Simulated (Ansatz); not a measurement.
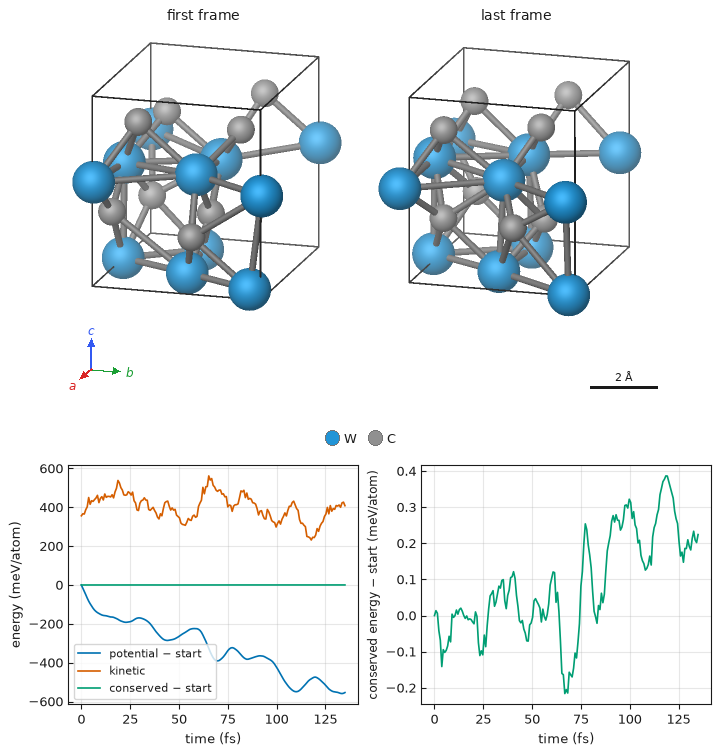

First-principles dynamics of a 16-atom cell of WC, 135 fs long. It starts from the last geometry of an earlier run, with fresh velocities. Style: ball-and-stick. Shown: the simulation cell, from a free direction. Bonds to atoms that aren't drawn are left out.

Theory: DFT PBE, scalar-relativistic, plane waves, PAW (Ansatz 0.2.0). Run with plane-wave cutoff 420 eV; k-point mesh 2 × 2 × 2; Fermi-Dirac smearing 0.36 eV; low-accuracy preset; volume 1.15 times that of the relaxed crystal; Langevin thermostat and barostat (NPT); set temperature 2940 K; time step 0.75 fs; friction 0.02 per fs; target pressure 10 GPa.

> Check the integration.

The conserved quantity stays between −0.22 and 0.39 meV per atom of its start. A straight-line fit has a slope that amounts to +0.35 meV per atom over 135 fs (under 0.1 % of the mean kinetic energy), its mean offset in the second half is under 0.1 %, and the ripple about the line is 0.2 % of the kinetic energy's fluctuation. With a drift under 2 % and a ripple under 7 %, the integration is accurate. Over the second half the temperature averages 2959 K (spread ±520 K). The potential energy is still drifting at the end, so the run hasn't reached equilibrium. The potential energy in the second half lies on average 445 meV per atom below the first frame. The mean pressure there is 7.1 GPa. The volume ends −10.5 % from the start.

Limits of the set-up: the k-point mesh is coarse for a cell with partly filled bands; the program's low-accuracy preset was used.

Cost: 21 min on 1 thread of Arm Neoverse V1 (shared host), peak memory 0.54 GiB.

PAW datasets: the set soft_1.
